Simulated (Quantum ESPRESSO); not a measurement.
# MnO: orders under a distortion at fixed volume

Wanted: the trend of the moments of MnO with a distortion at fixed volume.

Program: Quantum ESPRESSO 7.5. Level of theory: PBEsol with U = 4 eV on Mn d (ortho-atomic projectors); plane waves with GBRV 1.5 PBEsol potentials, no spin-orbit coupling. Results are calculated unless marked as measured.

### Step 1. Set-up

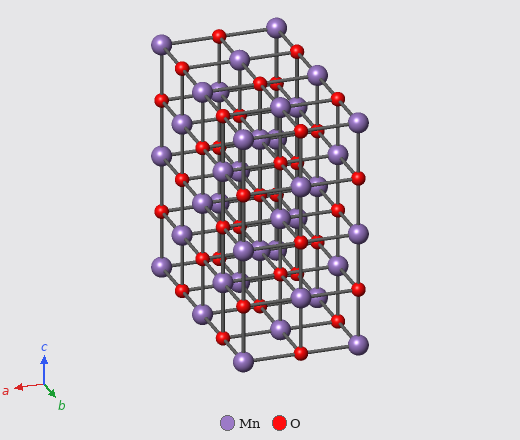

The cell as given, from a free direction (manganese light purple, oxygen red). 1×2×2 cells are drawn. This picture shows the conventional cell, with its axes. Some periodic images of atoms are drawn too.

Coordinates:

```cif
data_structure
_symmetry_space_group_name_H-M 'P 1'
_symmetry_Int_Tables_number 1
_cell_length_a 3.1431
_cell_length_b 3.1431
_cell_length_c 3.1431
_cell_angle_alpha 60.000
_cell_angle_beta 60.000
_cell_angle_gamma 60.000
_cell_volume 21.96
loop_
_atom_site_label
_atom_site_type_symbol
_atom_site_fract_x
_atom_site_fract_y
_atom_site_fract_z
_atom_site_occupancy
Mn1 Mn 0.00000 0.00000 0.00000 1
O2 O 0.50000 0.50000 0.50000 1
```

The lattice constants were typed from memory of published values and not checked against a source.

### Step 2. Factor along z 0.9043, ferro +

Lengths along Cartesian z scale by the factor and those normal to it by its inverse root. Atoms keep their fractional places. Seeded atoms are those given a starting moment.

Contents of pw.in:

```
&CONTROL
  calculation = 'scf'
  prefix = 'pwscf'
  outdir = './tmp'
  pseudo_dir = './pseudo'
  disk_io = 'nowf'
  tprnfor = .true.
  tstress = .true.
/
&SYSTEM
  ibrav = 0
  celldm(1) = 8
  nat = 2
  ntyp = 2
  ecutwfc = 40
  ecutrho = 280
  nbnd = 19
  occupations = 'smearing'
  smearing = 'fd'
  degauss = 0.00367493
  nspin = 2
  starting_magnetization(1) = 0.3
  starting_magnetization(2) = 0
/
&ELECTRONS
  conv_thr = 4d-09
  electron_maxstep = 150
  mixing_beta = 0.3
/
ATOMIC_SPECIES
Mn     54.9380 mn_pbesol_v1.5.uspp.F.UPF
O      15.9990 o_pbesol_v1.2.uspp.F.UPF
CELL_PARAMETERS alat
   0.0000000000000    0.5520703005808    0.4747480401155
   0.5520703005808    0.0000000000000    0.4747480401155
   0.5520703005808    0.5520703005808    0.0000000000000
ATOMIC_POSITIONS crystal
Mn      0.0000000000    0.0000000000    0.0000000000
O       0.5000000000    0.5000000000    0.5000000000
K_POINTS automatic
10 10 10 0 0 0
HUBBARD {ortho-atomic}
U Mn-3d 4.0000
```

Run with:

```
$ OMP_NUM_THREADS=1 mpirun -n 4 pw.x -nk 4 -in pw.in > pw.out
```

Output:

```text
Program PWSCF v.7.5 starts

     Message from routine setup:
     using ibrav=0 with symmetry is DISCOURAGED, use correct ibrav instead

     K-points division:     npool     =       4
     Subspace diagonalization in iterative solution of the eigenvalue problem:

     bravais-lattice index     =            0
     lattice parameter (alat)  =       8.0000  a.u.
     unit-cell volume          =     148.1671 (a.u.)^3
     number of atoms/cell      =            2
     number of atomic types    =            2
     number of electrons       =        21.00
     number of Kohn-Sham states=           19
     kinetic-energy cutoff     =      40.0000  Ry
     charge density cutoff     =     280.0000  Ry
     scf convergence threshold =      4.0E-09
     mixing beta               =       0.3000
     number of iterations used =            8  plain     mixing
     Exchange-correlation= SLA  PW   PSX  PSC
                           (   1   4  10   8   0   0   0)
     Hubbard projectors: ortho-atomic
     Hubbard parameters of DFT+U (Dudarev formulation) in eV:
     U(Mn-3d) =  4.0000

     Internal variables: lda_plus_u =T, lda_plus_u_kind = 0

     Internal variables: orbital_resolved =F, hub_pot_fix =F, apply_U = F

     celldm(1)=   8.000000  celldm(2)=   0.000000  celldm(3)=   0.000000
     celldm(4)=   0.000000  celldm(5)=   0.000000  celldm(6)=   0.000000

     crystal axes: (cart. coord. in units of alat)
               a(1) = (   0.000000   0.552070   0.474748 )
               a(2) = (   0.552070   0.000000   0.474748 )
               a(3) = (   0.552070   0.552070   0.000000 )

     reciprocal axes: (cart. coord. in units 2 pi/alat)
               b(1) = ( -0.905682  0.905682  1.053190 )
               b(2) = (  0.905682 -0.905682  1.053190 )
               b(3) = (  0.905682  0.905682 -1.053190 )

     PseudoPot. # 1 for Mn read from file:
     mn_pbesol_v1.5.uspp.F.UPF
     Pseudo is Ultrasoft + core correction, Zval = 15.0

     PseudoPot. # 2 for O  read from file:
     o_pbesol_v1.2.uspp.F.UPF
     Pseudo is Ultrasoft + core correction, Zval =  6.0

     atomic species   valence    mass     pseudopotential
     Mn               15.00    54.93800     Mn( 1.00)
     O                 6.00    15.99900     O ( 1.00)

     Starting magnetic structure
     atomic species   magnetization
     Mn              0.300
     O               0.000

     16 Sym. Ops., with inversion, found

   Cartesian axes

     site n.     atom                  positions (alat units)
         1        Mn     tau(   1) = (   0.0000000   0.0000000   0.0000000  )
         2        O      tau(   2) = (   0.5520703   0.5520703   0.4747480  )

     number of k points=   102  Fermi-Dirac smearing, width (Ry)=  0.0037

     Number of k-points >= 100: set verbosity='high' to print them.

     Dense  grid:    11729 G-vectors     FFT dimensions: (  32,  32,  36)

     Smooth grid:     5063 G-vectors     FFT dimensions: (  24,  24,  25)

     Check: negative core charge=   -0.000054
     Generating pointlists ...
     new r_m :   0.1958 (alat units)  1.5667 (a.u.) for type    1
     new r_m :   0.1958 (alat units)  1.5667 (a.u.) for type    2

     Initial potential from superposition of free atoms

     starting charge      20.4999, renormalised to      21.0000

     STARTING HUBBARD OCCUPATIONS:

     =================== HUBBARD OCCUPATIONS ===================
     ------------------------ ATOM    1 ------------------------
     Tr[ns(  1)] (up, down, total) =   5.00000  0.00000  5.00000
     Atomic magnetic moment for atom   1 =   5.00000
     [... lines left out ...]
     Number of occupied Hubbard levels =    5.0000

     Atomic wfc used for Hubbard projectors are orthogonalized

     Starting wfcs are   17 randomized atomic wfcs +    2 random wfcs

     Self-consistent Calculation

     iteration #  1     ecut=    40.00 Ry     beta= 0.30
     Davidson diagonalization with overlap
     ethr =  1.00E-02,  avg # of iterations =  4.8

     =================== HUBBARD OCCUPATIONS ===================
     ------------------------ ATOM    1 ------------------------
     Tr[ns(  1)] (up, down, total) =   4.83725  0.14585  4.98310
     Atomic magnetic moment for atom   1 =   4.69140
     [... lines left out ...]
     Number of occupied Hubbard levels =    4.9831

     total energy              =    -243.14892217 Ry
     estimated scf accuracy    <       0.59157083 Ry

     total magnetization       =     4.97 Bohr mag/cell
     absolute magnetization    =     4.97 Bohr mag/cell

     iteration #  2     ecut=    40.00 Ry     beta= 0.30
     Davidson diagonalization with overlap
     ethr =  2.82E-03,  avg # of iterations =  1.6

     total energy              =    -243.26374553 Ry
     estimated scf accuracy    <       0.02911012 Ry

     total magnetization       =     5.00 Bohr mag/cell
     absolute magnetization    =     5.00 Bohr mag/cell

     [... further iterations left out ...]

     iteration # 10     ecut=    40.00 Ry     beta= 0.30
     Davidson diagonalization with overlap
     ethr =  5.54E-11,  avg # of iterations =  2.0

     negative rho (up, down):  0.000E+00 4.873E-04

     total energy              =    -243.27123094 Ry
     estimated scf accuracy    <          8.8E-09 Ry

     total magnetization       =     5.00 Bohr mag/cell
     absolute magnetization    =     5.00 Bohr mag/cell

     iteration # 11     ecut=    40.00 Ry     beta= 0.30
     Davidson diagonalization with overlap
     ethr =  4.17E-11,  avg # of iterations =  1.5

     negative rho (up, down):  0.000E+00 4.872E-04

     Magnetic moment per site  (integrated on atomic sphere of radius R)
     atom   1 (R=0.196)  charge= 12.1460  magn=  4.0419
     atom   2 (R=0.196)  charge=  5.5159  magn=  0.1800

     End of self-consistent calculation

     =================== HUBBARD OCCUPATIONS ===================
     ------------------------ ATOM    1 ------------------------
     Tr[ns(  1)] (up, down, total) =   4.95474  0.27060  5.22534
     Atomic magnetic moment for atom   1 =   4.68415
     [... lines left out ...]
     Number of occupied Hubbard levels =    5.2253

     Number of k-points >= 100: set verbosity='high' to print the bands.

     the Fermi energy is    13.2770 ev

!    total energy              =    -243.27123096 Ry
     estimated scf accuracy    <          2.9E-10 Ry
     smearing contrib. (-TS)   =      -0.00001065 Ry
     internal energy E=F+TS    =    -243.27122032 Ry

     The total energy is F=E-TS. E is the sum of the following terms:
     one-electron contribution =    -111.14216021 Ry
     hartree contribution      =      66.52475311 Ry
     xc contribution           =     -33.82349198 Ry
     ewald contribution        =    -164.87364063 Ry
     Hubbard energy            =       0.04331940 Ry

     total magnetization       =     5.00 Bohr mag/cell
     absolute magnetization    =     5.00 Bohr mag/cell

     convergence has been achieved in  11 iterations

     negative rho (up, down):  0.000E+00 4.872E-04

     Forces acting on atoms (cartesian axes, Ry/au):

     atom    1 type  1   force =    -0.00000000    0.00000000    0.00000000
     atom    2 type  2   force =     0.00000000   -0.00000000   -0.00000000

     Total force =     0.000000     Total SCF correction =     0.000000

     Computing stress (Cartesian axis) and pressure

     negative rho (up, down):  0.000E+00 4.872E-04
          total   stress  (Ry/bohr**3)                   (kbar)     P=      102.41
   0.00012756   0.00000000  -0.00000000           18.77        0.00       -0.00
   0.00000000   0.00012756   0.00000000            0.00       18.77        0.00
  -0.00000000   0.00000000   0.00183335           -0.00        0.00      269.69

=------------------------------------------------------------------------------=
   JOB DONE.
=------------------------------------------------------------------------------=
```

Wall time 14 s (4 MPI ranks of Arm Neoverse V1, shared host); peak memory 0.29 GiB; 57 s of CPU time.

Spin moment in the atom's sphere by atom:

```
atom  spin moment in the atom's sphere (μB)
 Mn1                                   4.04
  O2                                   0.18
```

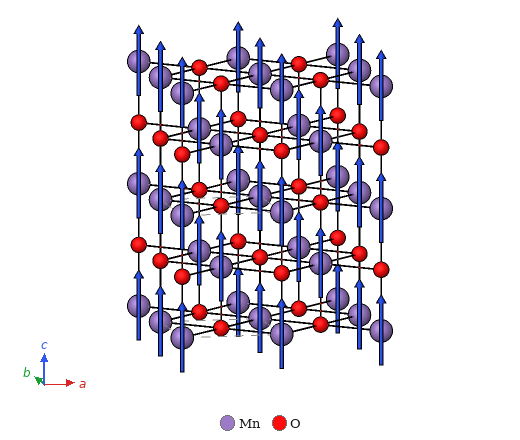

Spin moment in the atom's sphere as arrows, the longest 4.04 μB. Up and down stand for the sign. Arrows give size and sign along the axis of quantisation, drawn up and down the page. 2×2×2 conventional cells are drawn. Some periodic images of atoms are drawn too.

Read from the output:

```
smearing term TS       : 1.45e-4 eV
pressure               : 10.24 GPa
magnetization          : 5 μB
absolute magnetization : 5 μB
final state            : ferromagnetic
```

### Step 3. Factor along z 0.9043, antiferro q=(0,0,1/2) +-

The wavevector q is in fractions of the reciprocal vectors of the crystal's primitive cell, as the cells of these inputs are built from it; moments change sign between cells as cos(2π q·R).

Contents of pw.in:

```
&CONTROL
  calculation = 'scf'
  prefix = 'pwscf'
  outdir = './tmp'
  pseudo_dir = './pseudo'
  disk_io = 'nowf'
  tprnfor = .true.
  tstress = .true.
/
&SYSTEM
  ibrav = 0
  celldm(1) = 8
  nat = 4
  ntyp = 3
  ecutwfc = 40
  ecutrho = 280
  nbnd = 30
  occupations = 'smearing'
  smearing = 'fd'
  degauss = 0.00367493
  nspin = 2
  starting_magnetization(1) = 0.3
  starting_magnetization(2) = -0.3
  starting_magnetization(3) = 0
/
&ELECTRONS
  conv_thr = 8d-09
  electron_maxstep = 150
  mixing_beta = 0.3
/
ATOMIC_SPECIES
Mn1    54.9380 mn_pbesol_v1.5.uspp.F.UPF
Mn2    54.9380 mn_pbesol_v1.5.uspp.F.UPF
O      15.9990 o_pbesol_v1.2.uspp.F.UPF
CELL_PARAMETERS alat
   0.0000000000000    0.5520703005808    0.4747480401155
   0.5520703005808    0.0000000000000    0.4747480401155
   1.1041406011617    1.1041406011617    0.0000000000000
ATOMIC_POSITIONS crystal
Mn1     0.0000000000    0.0000000000    0.0000000000
Mn2     0.0000000000    0.0000000000    0.5000000000
O       0.5000000000    0.5000000000    0.2500000000
O       0.5000000000    0.5000000000    0.7500000000
K_POINTS automatic
10 10 5 0 0 0
HUBBARD {ortho-atomic}
U Mn1-3d 4.0000
U Mn2-3d 4.0000
```

Output:

```text
     [... lines left out ...]
Program PWSCF v.7.5 starts
     [... lines left out ...]
     number of atoms/cell      =            4
     [... lines left out ...]
     number of electrons       =        42.00
     number of Kohn-Sham states=           30
     kinetic-energy cutoff     =      40.0000  Ry
     charge density cutoff     =     280.0000  Ry
     scf convergence threshold =      8.0E-09
     [... lines left out ...]
      4 Sym. Ops., with inversion, found
     [... lines left out ...]
     number of k points=   141  Fermi-Dirac smearing, width (Ry)=  0.0037
     [... lines left out ...]
     iteration # 10     ecut=    40.00 Ry     beta= 0.30
     [... lines left out ...]
     Magnetic moment per site  (integrated on atomic sphere of radius R)
     atom   1 (R=0.196)  charge= 12.1441  magn=  4.0015
     atom   2 (R=0.196)  charge= 12.1441  magn= -4.0015
     atom   3 (R=0.196)  charge=  5.5114  magn= -0.0000
     atom   4 (R=0.196)  charge=  5.5114  magn= -0.0000
     [... lines left out ...]
     Tr[ns(  1)] (up, down, total) =   4.94239  0.29852  5.24091
     [... lines left out ...]
     Tr[ns(  2)] (up, down, total) =   0.29852  4.94239  5.24091
     [... lines left out ...]
     the Fermi energy is    12.8897 ev
!    total energy              =    -486.55539744 Ry
     estimated scf accuracy    <          1.7E-09 Ry
     smearing contrib. (-TS)   =      -0.00000000 Ry
     [... lines left out ...]
     total magnetization       =    -0.00 Bohr mag/cell
     absolute magnetization    =     9.44 Bohr mag/cell
     convergence has been achieved in  10 iterations
     [... lines left out ...]
     Total force =     0.000001     Total SCF correction =     0.000006
     [... lines left out ...]
          total   stress  (Ry/bohr**3)                   (kbar)     P=       70.31
     [... lines left out ...]
```

Wall time 72 s (4 MPI ranks); peak memory 0.55 GiB; 4.8 min of CPU time.

Spin moment in the atom's sphere by atom:

```
atom  spin moment in the atom's sphere (μB)
 Mn1                                   4.00
 Mn2                                  -4.00
  O3                                   0.00
  O4                                   0.00
```

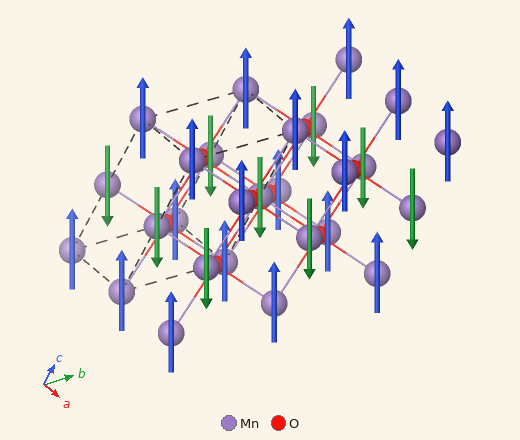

Spin moment in the atom's sphere as arrows, the longest 4.00 μB. Up and down stand for the sign. Arrows give size and sign along the axis of quantisation, drawn up and down the page. The two directions have two colours. Bonds to atoms that aren't drawn are left out. 2×2×1 cells are drawn. Some periodic images of atoms are drawn too.

This step gave:

```
smearing term TS       : 3.82e-10 eV
pressure               : 7.032 GPa
magnetization          : 0 μB
absolute magnetization : 9.439 μB
final state            : antiferromagnetic
```

### Step 4. Factor along z 0.9043, no spin polarisation

Contents of pw.in:

```
&CONTROL
  calculation = 'scf'
  prefix = 'pwscf'
  outdir = './tmp'
  pseudo_dir = './pseudo'
  disk_io = 'nowf'
  tprnfor = .true.
  tstress = .true.
/
&SYSTEM
  ibrav = 0
  celldm(1) = 8
  nat = 2
  ntyp = 2
  ecutwfc = 40
  ecutrho = 280
  nbnd = 17
  occupations = 'smearing'
  smearing = 'fd'
  degauss = 0.00367493
/
&ELECTRONS
  conv_thr = 4d-09
  electron_maxstep = 150
  mixing_beta = 0.3
/
ATOMIC_SPECIES
Mn     54.9380 mn_pbesol_v1.5.uspp.F.UPF
O      15.9990 o_pbesol_v1.2.uspp.F.UPF
CELL_PARAMETERS alat
   0.0000000000000    0.5520703005808    0.4747480401155
   0.5520703005808    0.0000000000000    0.4747480401155
   0.5520703005808    0.5520703005808    0.0000000000000
ATOMIC_POSITIONS crystal
Mn      0.0000000000    0.0000000000    0.0000000000
O       0.5000000000    0.5000000000    0.5000000000
K_POINTS automatic
10 10 10 0 0 0
HUBBARD {ortho-atomic}
U Mn-3d 4.0000
```

Output:

```text
     [... lines left out ...]
Program PWSCF v.7.5 starts
     [... lines left out ...]
     number of atoms/cell      =            2
     [... lines left out ...]
     number of electrons       =        21.00
     number of Kohn-Sham states=           17
     kinetic-energy cutoff     =      40.0000  Ry
     charge density cutoff     =     280.0000  Ry
     scf convergence threshold =      4.0E-09
     [... lines left out ...]
     16 Sym. Ops., with inversion, found
     [... lines left out ...]
     number of k points=   102  Fermi-Dirac smearing, width (Ry)=  0.0037
     [... lines left out ...]
     iteration # 11     ecut=    40.00 Ry     beta= 0.30
     [... lines left out ...]
     Tr[ns(  1)] =   5.55405
     [... lines left out ...]
     the Fermi energy is    11.9273 ev
!    total energy              =    -242.96174882 Ry
     estimated scf accuracy    <          3.3E-09 Ry
     smearing contrib. (-TS)   =      -0.00302877 Ry
     [... lines left out ...]
     convergence has been achieved in  11 iterations
     [... lines left out ...]
     Total force =     0.000000     Total SCF correction =     0.000000
     [... lines left out ...]
          total   stress  (Ry/bohr**3)                   (kbar)     P=     -276.27
     [... lines left out ...]
```

It took 6.7 s on 4 MPI ranks; peak memory 0.26 GiB.

Read from the output:

```
smearing term TS : 0.04121 eV
pressure         : -27.63 GPa
final state      : non-magnetic (no spin polarisation)
```

[end of part 1 of 2]

[Logs and program files are shortened in this print: banners, set-up blocks, solver, clock and traceback lines can be left out without a mark of their own.]

[Logs are printed without paths, hosts, clocks, repeated set-up lines and the standing remarks that a program may print on its own settings, such as how far it seeks lower states.]

[Hosts, paths, dates, database ids (printed as entryN), source tags and the programs' standing remarks are cut or masked in the printed files.]

[Where a cell is said to come from a database of computed structures, the database is the Materials Project.]
